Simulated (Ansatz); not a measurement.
Single-point calculation, with input and output: Pt₃Se₅ (part 1 of 2)

System: Pt₃Se₅ (slab, 16 atoms in the cell).
Method: DFT, PBEsol, plane waves, PAW, no spin polarisation (Ansatz 0.2.0).

The structure derives from an entry of the Crystallography Open Database. Figures and captions count atoms from 1; the log counts them from 0 in places.

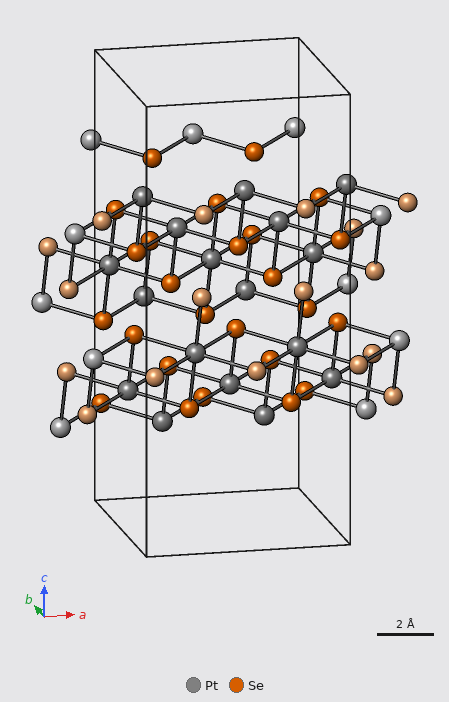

Fig. 1: The structure (ball-and-stick view of the 2 × 1 repeat of the cell, with the vacuum cut short, seen slightly off an axis; neighbours outside the cell are drawn fainter). An atom can appear more than once, as a periodic image. Near neighbours in the periodic cell (some may lie outside the picture): Pt has 3 Se at 2.51 Å; Se has 2 Pt at 2.51 Å; Se has 3 Pt at 2.51 Å; Pt has 5 Se at 2.51 Å; Pt has 6 Se at 2.51 Å.

## Input file
```yaml
crystal:
  lattice:
    - [3.7607249066, 0.0, 0.0]
    - [0.0, 8.1290185517, 0.0]
    - [0.0, 0.0, 24.7424025113]
  atoms:
    - { symbol: Pt, position: [0.5, 0.6789607276, 0.3031233526] }
    - { symbol: Se, position: [0.0, 0.8792751587, 0.3179298616] }
    - { symbol: Se, position: [0.5, 0.1576070242, 0.3670675026] }
    - { symbol: Pt, position: [0.0, 0.3579214553, 0.3818740115] }
    - { symbol: Se, position: [0.5, 0.5582358864, 0.3966805205] }
    - { symbol: Se, position: [0.0, 0.8365677518, 0.4458181615] }
    - { symbol: Pt, position: [0.5, 0.0368821829, 0.4606246705] }
    - { symbol: Se, position: [0.0, 0.237196614, 0.4754311795] }
    - { symbol: Se, position: [0.5, 0.5155284794, 0.5245688205] }
    - { symbol: Pt, position: [0.0, 0.7158429105, 0.5393753295] }
    - { symbol: Se, position: [0.5, 0.9161573416, 0.5541818385] }
    - { symbol: Se, position: [0.0, 0.1944892071, 0.6033194795] }
    - { symbol: Pt, position: [0.5, 0.3948036382, 0.6181259885] }
    - { symbol: Se, position: [0.0, 0.5951180693, 0.6329324974] }
    - { symbol: Se, position: [0.5, 0.8734499347, 0.6820701384] }
    - { symbol: Pt, position: [0.0, 0.0737643658, 0.6968766474] }
basis:
  ecutwfc: 420
kpoints:
  mp_grid: { grid: [9, 5, 1] }
hamiltonian:
  xc: pbesol
scf:
  occupations: { method: gaussian, width: 0.1 }
  convergence: { dr2_threshold: 1.0e-06 }
output:
  forces: true
  eigenvalues: true
  stress: true
efield:
  axis: 3
  dipole_correction: true
  ramp_width: 0.04
```

Run as:
```bash
ansatz run input.yaml --threads 2 --pin off --max-ram 5120MiB --backend cpu --events-out ev --progress --plain --runs-dir out
```

## The program's output
```
Warning: scf.convergence.dr2_threshold = 1e-6 eV is looser than this run's default, which is 1e-7 eV or tighter. The error in the forces grows as the threshold's square root, so leave the key out unless less accurate forces are enough
Warning: output.stress: scf.convergence.dr2_threshold = 1e-6 eV is looser than the 1.6e-9 eV advised for a printed stress (1e-10 eV for each atom of the cell: 16). What an SCF threshold leaves in a stress goes as its square root, and in the free energy as the threshold itself, and one threshold admits the most on a small cell: of the crystals measured, under no hybrid functional and no lock of the moments, on runs that ended without the residual-converged pass, on stresses that held no estimate of that error, the worst erred by over 100 MPa in a component at 1e-7 eV an atom and by under 5 at 1e-10. Set scf.convergence.dr2_threshold to 1.6e-9 eV or tighter. The threshold is an SCF's pass mark: one that does not reach it within its budget of iterations ends unconverged, or closes short of it on a stop that the run arms, and scf.convergence.dr2_threshold's page says what that costs each kind of run
Engine: ansatz 0.2.0, x86_64-unknown-linux-gnu
Pseudopotentials: kind: paw
Pseudopotential: Pt, paw, valence charge 18, recommended cutoff 420 eV (normal), Pt.paw.azcp
Pseudopotential: Se, paw, valence charge 16, recommended cutoff 420 eV (normal), Se.paw.azcp
Functional definition: PBEsol
  exchange = pbesol_x
  correlation = pbesol_c
Crystal: 16 atoms, lattice volume = 756.400 Å³
Basis set: ecut = 420 eV, 14797 PW (Γ), exchange–correlation on 54×120×360 points (8 copies of the dense FFT grid, shifted against one another)
Bands: 161, of which v1, the nominal top of the filled ones, is band 134 counted from 1 (133 counted from 0)
Symmetry: 2 space group operations
k-points: 15 of 45 (time reversal used)
Non-local potential: Pt, projectors of the file, l = 0: 3, l = 1: 2, l = 2: 2, l = 3: 1
Non-local potential: Se, projectors of the file, l = 0: 2, l = 1: 2, l = 2: 3, l = 3: 1
PAW form: soft (Blöchl's): semilocal exchange-correlation on the pseudo side does not see the compensation charge
PAW frozen core: Pt, regenerated for the run's functional, and the local potential with it (the file was generated under x = pbe(κ = 0.804, μ = 0.2195149727645171), c = pbe(β = 0.06672455060314922))
PAW frozen core: Se, regenerated for the run's functional, and the local potential with it (the file was generated under x = pbe(κ = 0.804, μ = 0.2195149727645171), c = pbe(β = 0.06672455060314922))
PAW one-centre angular grid: Pt, 590 points (default); XC on 64 Gauss nodes
PAW one-centre angular grid: Se, 590 points (default); XC on 64 Gauss nodes
Initial density: superposition of atomic densities (neutral atoms: chi_scale 0, normalization atom), corrected by the library's trained network
Initial wavefunctions: pseudopotential atomic-orbital guess
Functional: x = pbesol(κ = 0.804, μ = 0.12345679012345678), c = pbesol(β = 0.046)
SCF iter   1: F=—  HF=-128545.251309 eV  |F-HF|=—  |Δ(HF+E_count)|=         —  Δρ=3.58e-3  dr2=1.54e-1  ethr=1.77e-3  p=-0.000 e·Å  D=-6.20e-12 V/Å  ΔV_dip=0.00 eV  dr2_dipole=8.23e-8  V_vac-E_F(+/−)=5.05/5.05 eV  ⟨swp⟩=6.7  Hψ=9057  notcnv=0  defer=106
efield: sawtooth ramp at fractional position 0.9800 (placed from the atoms, in the widest stretch of the axis that holds none; the zero of the levels goes with the place), width 0.0400; the density the first Hamiltonian is built on has a dipole p = -0.000 e·Å; the dipole correction subtracts the counter field D = -6.20e-12 V/Å, which shifts the + side's vacuum level by +0.00 eV against the − side's; the planar-averaged density in the ramp window peaks in size at 2.8e-5 e/Å³
preconditioner: auto → LDOS  [metal: Δε(μ)=0.019 eV  Ē_g=8.912 eV  σ=0.100 eV  W_gap=0.11  n_scr=160 (ndim 8)  ℏωp=14.8 eV  f_vac=0.533  D(μ)=6.86/eV (n_scr^D=28)  β→1.0]
SCF iter   2: F=—  HF=-128545.235192 eV  |F-HF|=—  |Δ(HF+E_count)|=   1.61e-2  Δρ=1.84e-3  dr2=3.93e-2  ethr=5.75e-5  p=0.000 e·Å  D=3.63e-6 V/Å  ΔV_dip=-0.00 eV  dr2_dipole=2.54e-7  V_vac-E_F(+/−)=5.18/5.18 eV  ⟨swp⟩=2.0  Hψ=4546  notcnv=0  defer=263
SCF iter   3: F=—  HF=-128545.225086 eV  |F-HF|=—  |Δ(HF+E_count)|=   1.01e-2  Δρ=5.76e-4  dr2=6.06e-3  ethr=1.47e-5  p=-0.000 e·Å  D=-6.05e-7 V/Å  ΔV_dip=0.00 eV  dr2_dipole=1.36e-8  V_vac-E_F(+/−)=5.17/5.17 eV  ⟨swp⟩=2.0  Hψ=4045  notcnv=0  defer=263
SCF iter   4: F=—  HF=-128545.223958 eV  |F-HF|=—  |Δ(HF+E_count)|=   1.13e-3  Δρ=1.41e-4  dr2=3.28e-4  ethr=2.26e-6  p=0.000 e·Å  D=1.86e-6 V/Å  ΔV_dip=-0.00 eV  dr2_dipole=1.83e-10  V_vac-E_F(+/−)=5.18/5.18 eV  ⟨swp⟩=2.2  Hψ=3028  notcnv=0  defer=263
SCF iter   5: F=—  HF=-128545.223617 eV  |F-HF|=—  |Δ(HF+E_count)|=   3.41e-4  Δρ=4.98e-5  dr2=2.96e-5  ethr=1.22e-7  p=0.000 e·Å  D=2.33e-7 V/Å  ΔV_dip=-0.00 eV  dr2_dipole=1.56e-10  V_vac-E_F(+/−)=5.18/5.18 eV  ⟨swp⟩=3.3  Hψ=4425  notcnv=0  defer=263
SCF iter   6: F=—  HF=-128545.223633 eV  |F-HF|=—  |Δ(HF+E_count)|=   1.60e-5  Δρ=1.93e-5  dr2=3.71e-6  ethr=1.10e-8  p=0.000 e·Å  D=2.28e-7 V/Å  ΔV_dip=-0.00 eV  dr2_dipole=2.07e-11  V_vac-E_F(+/−)=5.18/5.18 eV  ⟨swp⟩=2.1  Hψ=3077  notcnv=0  defer=254
SCF iter   7: F=-128545.223637 eV  HF=-128545.223637 eV  |F-HF|=4.29e-7  |Δ(HF+E_count)|=   3.33e-6  Δρ=6.15e-6  dr2=3.05e-7  ethr=3.73e-10  p=0.000 e·Å  D=8.40e-8 V/Å  ΔV_dip=-0.00 eV  dr2_dipole=8.27e-13  V_vac-E_F(+/−)=5.18/5.18 eV  ⟨swp⟩=15.4  Hψ=12212  notcnv=0
SCF 1 converged in 7 iterations: F = -128545.223637 eV  dr2 = 3.05e-7
  greatest PAW one-centre occupation: 1.000 electrons in one spin orbital (limit 2), on the Pt atom at site 6 (counted from 0), in its partial waves of l = 0
SCF converged after 7 iterations
Free energy (F): -128545.223637 eV
Harris-Foulkes:  -128545.223637 eV  (|F-HF|=4.29e-7)
Internal energy: -128545.190514 eV  (E = F + TS)
E sigma→0 (E₀):  -128545.207076 eV
Entropy (-TS):   -0.033123 eV (-2.070 meV/atom)
Fermi energy:    2.595701 eV
Dipole field:    D = 0.000001 V/Å  (p = 0.000003 e·Å, saw-weighted, corrected)
Work function:   Φ+ = 5.1813 eV   Φ− = 5.1813 eV
Levels:          The Fermi level and band energies are counted from a zero that moves with the ramp; work functions are not
--- Per-component energies (eV) ---
  E_band       = -7823.433722
  E_kinetic    = 4994.233233
  E_local      = -324360.085155  (includes V_loc(G=0)·N_el)
  E_nonlocal   = -4689.669243
  E_hartree    = 159301.649659
  E_xc         = -2581.879416
  E_vxc        = -2777.582987  (∫ρ·V_xc dr)
  E_paw        = -74589.973932  (= ΣΔE_a)
  E_vpaw       = 406.368042  (= ΣTr[D̂ρ^β])
  E_aug_tail   = -0.004900  (compensation charges beyond the density's cutoff)
  E_efield     = 0.000000  (sawtooth field / dipole correction)
  E_vefield    = 0.000000  (∫n·V_field dr)
  E_ewald      = 113368.732850
  E_core_change = 11.806391  (= ΣΔE_core)
  E_smearing   = -0.033123  (= −TS)
  E_closure    = -0.000000  (closes the sum)
  Σ components = -128545.223637   (vs F -128545.223637, Δ=0.00e0)
--- Forces (eV/Å), atoms counted from 1 ---
  atom   1  Pt     0.00000000     1.51396204     2.07374531
  atom   2  Se     0.00000000    -1.79060310    -0.79975048
  atom   3  Se     0.00000000     0.22038782    -0.44585279
  atom   4  Pt     0.00000000     0.38920374     0.30313451
  atom   5  Se     0.00000000    -0.49050660    -1.15796390
  atom   6  Se     0.00000000     0.09736376     0.03013434
  atom   7  Pt     0.00000000     0.18942181    -0.13523072
  atom   8  Se     0.00000000    -0.27309093     0.42378091
  atom   9  Se     0.00000000     0.27309180    -0.42377990
  atom  10  Pt     0.00000000    -0.18942321     0.13523193
  atom  11  Se     0.00000000    -0.09736596    -0.03013318
  atom  12  Se     0.00000000     0.49050611     1.15796418
  atom  13  Pt     0.00000000    -0.38920263    -0.30313365
  atom  14  Se     0.00000000    -0.22038853     0.44585180
  atom  15  Se     0.00000000     1.79060516     0.79975051
  atom  16  Pt     0.00000000    -1.51396354    -2.07374888
  max |Σ_I F_I| component: 2.26e-6 eV/Å
--- Stress (GPa, compression-positive) ---
       -3.055156       0.000000       0.000000
        0.000000      -2.647034      -0.027974
        0.000000      -0.027975      -1.323685
  P = ⅓ Tr σ = -2.3420 GPa (-23.420 kbar)
--- Band table (eV; the first three rows and the last of 15) ---
```
